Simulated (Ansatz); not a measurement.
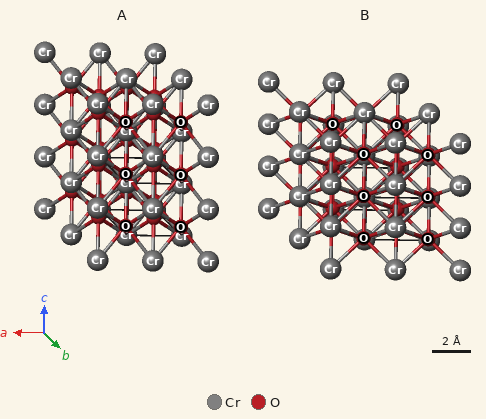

Two geometries of a crystal of CrO₂ (a generated structure, set up in P6/mmm) (coarse preliminary run), drawn at one scale. One is the start of a relaxation, the other its converged end. Style: ball-and-stick. Shown: the cell of the calculation, repeated 2 × 2 × 3 with one cell outlined, from a free direction.

All numbers below come from Ansatz, DFT PBE, scalar-relativistic, plane waves, PAW. Set-up: plane-wave cutoff 420 eV; k-point mesh 6 × 6 × 6; occupations gaussian; smearing width 0.1 eV; collinear spin; cell and atoms relaxed; force threshold 0.04 eV/Å; at most 70 steps.

Q: Which of the two is the end point?

A: Structure B is the relaxed one. The atoms keep their places relative to the cell (all moves are under 0.005 Å). Cell: a = b 2.967 → 3.481 Å (+17.3 %), c 3.295 → 2.668 Å (−19.0 %). Volume +11.5 %. Some distances before and after: Cr–Cr 3.295 → 2.668 Å, Cr–O 2.377 → 2.412 Å. Bond angles that change, for instance: Cr–O–Cr 87.8° → 67.2°, Cr–O–Cr 77.2° → 92.4°, Cr–O–Cr 137.8° → 130.8°. The space group stays P6/mmm (No. 191). Over 10 accepted moves (12 points after the start) the energy falls by 1151 meV per atom. All forces vanish by symmetry, so only the cell relaxes. Pressure: 63.87 GPa at the start and −0.14 GPa at the end. At 2 points the geometry stayed and the basis and grid were re-selected for the new cell (energy shift of 57.8 meV per atom at most each time). The run took 32 s on 1 thread of Arm Neoverse V1, on a shared host, peak memory 0.28 GiB.
